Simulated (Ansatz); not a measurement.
**Energy of Ti along an even scaling of the cell**

System: Ti (Im-3m, 1 atom in the cell).
Method: DFT, RPBE, plane waves (420 eV) with PAW, scalar-relativistic, no spin polarisation (Ansatz 0.2.0).

The 6 runs differ only in the geometry, by an even scaling of the cell at fixed fractional positions.

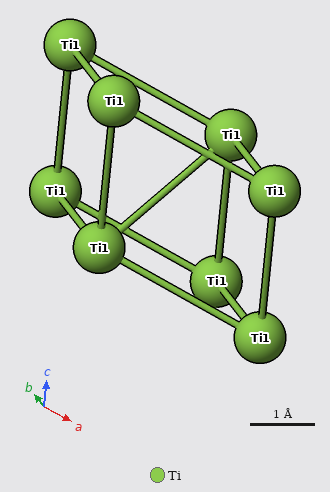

Figure 1. The structure of run 4 (ball-and-stick view of the cell of the calculation, seen slightly off an axis; atoms are numbered from 1 in the order of the input).

**Input of run 4**
```yaml
crystal:
  lattice:
    - [-1.6685900552, 1.6685900552, 1.6685900552]
    - [1.6685900552, -1.6685900552, 1.6685900552]
    - [1.6685900552, 1.6685900552, -1.6685900552]
  atoms:
    - { symbol: Ti, position: [0.0, 0.0, 0.0] }
hamiltonian:
  xc: rpbe
  pseudopotentials:
    kind: paw
    azcp:
      Ti: "pseudopotentials/Ti.paw.azcp"
basis:
  ecutwfc: 420
  fft_grid_basis: typed
kpoints:
  mp_grid: { grid: [15, 15, 15], shift: [0, 0, 0] }
magnetization:
  spin_polarized: false
scf:
  occupations: { method: fermi_dirac, width: 0.1 }
  lower_state_search: "off"
output:
  stress: true
```

Lattice vectors (Å) and fractional positions of run 4:
```
  -1.668590    1.668590    1.668590
   1.668590   -1.668590    1.668590
   1.668590    1.668590   -1.668590
Ti  0.000000  0.000000  0.000000
```

Run 2 differs from it as follows:
```diff
-    - [-1.6685900552, 1.6685900552, 1.6685900552]
-    - [1.6685900552, -1.6685900552, 1.6685900552]
-    - [1.6685900552, 1.6685900552, -1.6685900552]
+    - [-1.6246592297, 1.6246592297, 1.6246592297]
+    - [1.6246592297, -1.6246592297, 1.6246592297]
+    - [1.6246592297, 1.6246592297, -1.6246592297]
```

**Results, with one run withheld**

```tsv
run	volume per atom (Å³)	free energy per atom, from the lowest run given (meV)	pressure (GPa)
1	16.439	39.60	9.47
2	17.153	?	?
3	17.868	0.00	−0.03
4	18.583	8.43	−3.65
5	19.297	31.63	−6.66
6	20.012	67.12	−9.17
```

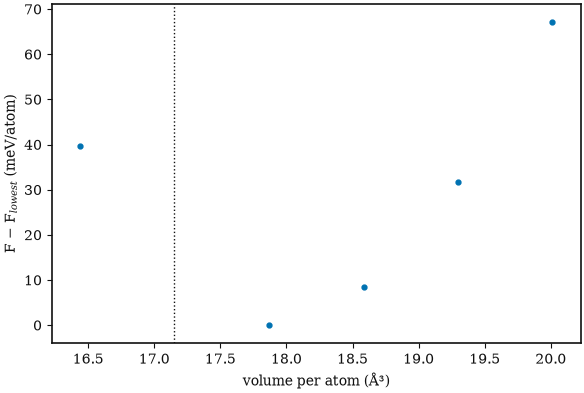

Figure 2. Free energy per atom of the runs given; the dotted line marks run 2.

Fit the runs given and predict run 2.

A cubic polynomial in V^(−2/3) (the Birch–Murnaghan form), fitted to the 5 runs given, misses them by at most 0.02 meV per atom. With x = V^(−2/3) − 0.14364 Å⁻², it reads F = 4.2489 − 3153.2 x + 5.8625e+05 x² − 9.1414e+05 x³ (meV per atom). At run 2 it gives 9.22 meV per atom, and the run itself gives 9.24. The slope of the fit gives a pressure −dF/dV of 4.30 GPa there, and the run prints 4.30 GPa. The fit has its minimum at 17.862 Å³ per atom, where V d²F/dV² gives 98.8 GPa: the bulk modulus at this level, since symmetry fixes the shape and the positions.

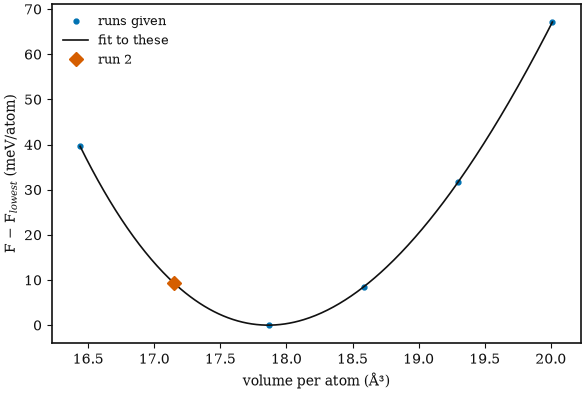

Figure 3. The fit and the withheld run.

**Output, shortened to warnings, some set-up lines, iterations and results (run 2)**
```
Basis set: ecut = 420 eV, 321 PW (Γ)
Symmetry: 48 space group operations
k-points: 120 of 3375
Initial density: superposition of atomic densities (neutral atoms: chi_scale 0, normalization atom), corrected by the library's trained network
[...]
SCF iter   1: F=—  HF=-2503.953048 eV  |F-HF|=—  |Δ(HF+E_count)|=         —  Δρ=2.60e-3  dr2=7.13e-4  ethr=1.77e-3  ⟨swp⟩=4.3  Hψ=6316  notcnv=0
SCF iter   2: F=—  HF=-2503.953044 eV  |F-HF|=—  |Δ(HF+E_count)|=   4.31e-6  Δρ=1.17e-3  dr2=1.19e-4  ethr=5.94e-6  ⟨swp⟩=2.1  Hψ=2883  notcnv=0
SCF iter   3: F=—  HF=-2503.953076 eV  |F-HF|=—  |Δ(HF+E_count)|=   3.21e-5  Δρ=6.36e-4  dr2=1.25e-5  ethr=9.91e-7  ⟨swp⟩=2.8  Hψ=2047  notcnv=0
SCF iter   4: F=—  HF=-2503.953138 eV  |F-HF|=—  |Δ(HF+E_count)|=   6.16e-5  Δρ=6.33e-5  dr2=4.28e-7  ethr=1.04e-7  ⟨swp⟩=2.0  Hψ=1822  notcnv=0
SCF iter   5: F=-2503.953138 eV  HF=-2503.953138 eV  |F-HF|=3.22e-10  |Δ(HF+E_count)|=   8.94e-8  Δρ=4.29e-6  dr2=1.50e-9  ethr=3.56e-9  ⟨swp⟩=2.6  Hψ=1822  notcnv=0
SCF iter   6: F=-2503.953138 eV  HF=-2503.953138 eV  |F-HF|=5.46e-12  |Δ(HF+E_count)|=  7.28e-11  Δρ=2.66e-7  dr2=7.94e-12  ethr=1.25e-11  ⟨swp⟩=1.3  Hψ=3396  notcnv=0
SCF 1 converged in 6 iterations: F = -2503.953138 eV  dr2 = 7.94e-12
SCF converged after 6 iterations
Free energy (F): -2503.953138 eV
Harris-Foulkes:  -2503.953138 eV  (|F-HF|=5.46e-12)
Internal energy: -2503.877166 eV  (E = F + TS)
E sigma→0 (E₀):  -2503.915152 eV
Entropy (-TS):   -0.075972 eV (-75.972 meV/atom)
Fermi energy:    13.436650 eV
--- Per-component energies (eV) ---
  E_band       = -153.533297
  E_kinetic    = 273.088887
  E_local      = -805.508787  (includes V_loc(G=0)·N_el)
  E_nonlocal   = 7.383206
  E_hartree    = 332.189841
  E_xc         = -97.753278
  E_vxc        = -122.043415  (∫ρ·V_xc dr)
  E_paw        = -1052.038522  (= ΣΔE_a)
  E_vpaw       = -170.833080  (= ΣTr[D̂ρ^β])
  E_aug_tail   = 0.000141  (compensation charges beyond the density's cutoff)
  E_ewald      = -1161.186382
  E_core_change = -0.052270  (= ΣΔE_core)
  E_smearing   = -0.075972  (= −TS)
  E_closure    = 0.000000  (closes the sum)
  Σ components = -2503.953138   (vs F -2503.953138, Δ=0.00e0)
--- Stress (GPa, compression-positive) ---
        4.298371      -0.000000       0.000000
       -0.000000       4.298371       0.000000
        0.000000       0.000000       4.298371
  P = ⅓ Tr σ = 4.2984 GPa (42.984 kbar)
```
